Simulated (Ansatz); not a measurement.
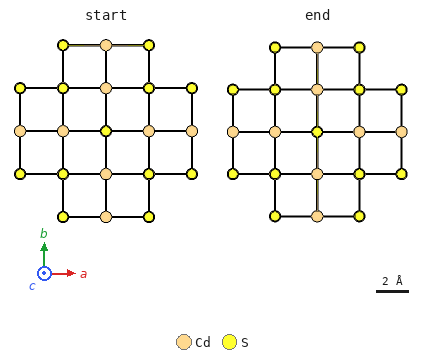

The structure of solid CdS (built on the rocksalt type) before (left) and after (right) a relaxation, at one scale.

Style: ball-and-stick. Shown: the conventional cell (4 times the calculation's cell), along the c axis. Lengths and directions refer to the drawn axes.

Method: DFT, PBEsol, plane waves, PAW in Ansatz 0.2.0. (plane-wave cutoff 420 eV; k-point mesh 8 × 8 × 8; occupations fermi dirac; smearing width 0.02 eV; no spin polarisation; cell and atoms relaxed; force threshold 0.005 eV/Å)

Summarise the run.

Answer. The atoms keep their places relative to the cell (all moves are under 0.005 Å). Cell: a = b = c 5.495 → 5.397 Å (−1.8 %). Volume −5.2 %. Some distances before and after: Cd–S 2.747 → 2.699 Å. The space group stays Fm-3m (No. 225). The energy falls by 14.1 meV per atom in 3 accepted moves (4 points after the start). All forces vanish by symmetry, so only the cell relaxes. Pressure: −3.97 GPa at the start and −0.01 GPa at the end. The SCF was repeated once at an unchanged geometry on a basis and grid sized afresh for the cell, which shifted the energy by 0.2 meV per atom at most.
